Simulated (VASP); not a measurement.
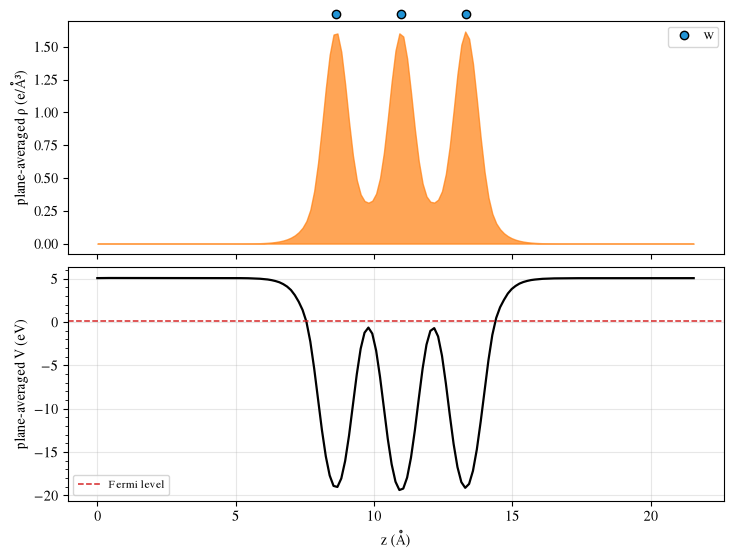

*W (slab). Plane average of the electrostatic potential (local pseudopotential plus Hartree) felt by an electron and of the valence electron density across the slab. Circles mark the heights of the atoms.*

Computed with Kohn-Sham DFT of a periodic cell, PBE, VASP PAW PBE potentials, recommended in VASP.

The density is the valence pseudo-density of a PAW calculation; it isn't the true density close to the nuclei.

```cif
data_structure
_symmetry_space_group_name_H-M 'P 1'
_symmetry_Int_Tables_number 1
_cell_length_a 2.8546
_cell_length_b 2.8546
_cell_length_c 21.6971
_cell_angle_alpha 90.000
_cell_angle_beta 90.000
_cell_angle_gamma 120.000
_cell_volume 153.12
loop_
_atom_site_label
_atom_site_type_symbol
_atom_site_fract_x
_atom_site_fract_y
_atom_site_fract_z
_atom_site_occupancy
W1 W 0.66667 0.33333 0.18436 1
W2 W 0.33333 0.66667 0.29260 1
W3 W 0.00000 0.00000 0.40084 1
```

How far above the Fermi level of the calculation is the vacuum level?

Answer. 4.9 eV.

What are the slab's thickness and the vacuum gap?

Answer. The outermost nuclei are 4.7 Å apart, in 3 atomic planes; the vacuum between periodic images is 17.0 Å wide.
